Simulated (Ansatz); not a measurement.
## Electronic structure of Be in real space

The calculation's input:

```
crystal:
  lattice:
    - [-1.4376737955, 1.1787347918, 1.0518629325]
    - [1.1787347918, -1.4376737955, 1.0518629325]
    - [2.6019775077, 2.6019775077, -1.526110192]
  atoms:
    - { symbol: Be, position: [0.9583948535, 0.0416051465, 0.0] }
    - { symbol: Be, position: [0.7916051465, 0.2083948535, 0.5] }
hamiltonian:
  xc: lda
  pseudopotentials:
    kind: paw
    azcp:
      Be: "pseudopotentials/Be.paw.azcp"
basis:
  ecutwfc: 420
  fft_grid_basis: typed
kpoints:
  mp_grid: { grid: [30, 30, 15], shift: [0, 0, 0] }
magnetization:
  spin_polarized: false
scf:
  occupations: { method: fermi_dirac, width: 0.1 }
output:
  stress: true
  write_density: true
  write_potential: true
  elf: true
  volumetric_format: npy
```

Below, planes, directions and counts refer to the conventional cell (a = 2.14 Å, b = 2.14 Å, c = 3.36 Å, α = 89.99°, β = 90.01°, γ = 119.99°).

Space group P6₃/mmc; set up as Be, beta-Sn type; a generated structure, not necessarily the stable one; changed on purpose from its base cell (volume × 0.88); computed pressure about 21 GPa in this cell.

The calculation used Ansatz, DFT, LDA (PW92), plane waves (420 eV) with PAW, scalar-relativistic.

In a PAW calculation such maps are meaningful between the atoms, not at the nuclei.

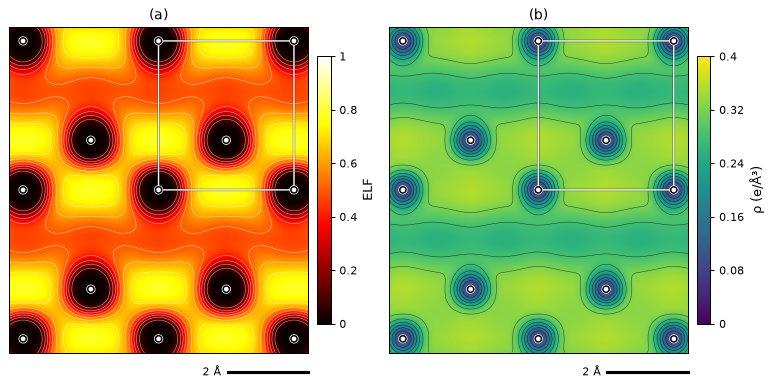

Figure 1. (a) electron localisation function; (b) valence pseudo-density on the (110) plane of the conventional cell. Circles mark the nuclei in the plane (Be).

> Describe what can be read from this map.

The plane passes through Be nuclei. Be–Be (2.09 Å): ρ is about 0.33 e/Å³ halfway; the ELF peaks at about 0.65 between the atoms. Between the atoms the lowest density in this plane is 0.25 e/Å³. The ELF has a maximum of about 0.80 in the space between the atoms, on no atom or two-centre bond.

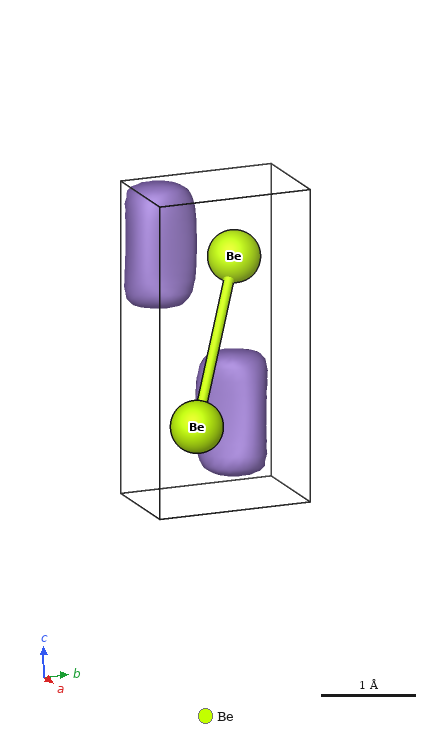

Figure 2. Isosurface of the ELF at 0.7 (purple), seen slightly off an axis. Core shells and regions of very low density are left out. Sticks mark near contacts.

> What do the ELF domains correspond to?

The surface consists of two pockets between the atoms, centred on no nucleus (multi-centre or interstitial), counted in one cell of 2 atoms. Any copies at cell faces, edges or corners count once. There are no localised bonds or lone pairs at this value.


 Be–Be (2.14 Å): the ELF peaks at about 0.60 between the atoms.

> Does the calculation make it a metal, or give it a gap?

It is gapless in this calculation (a metal or semimetal).
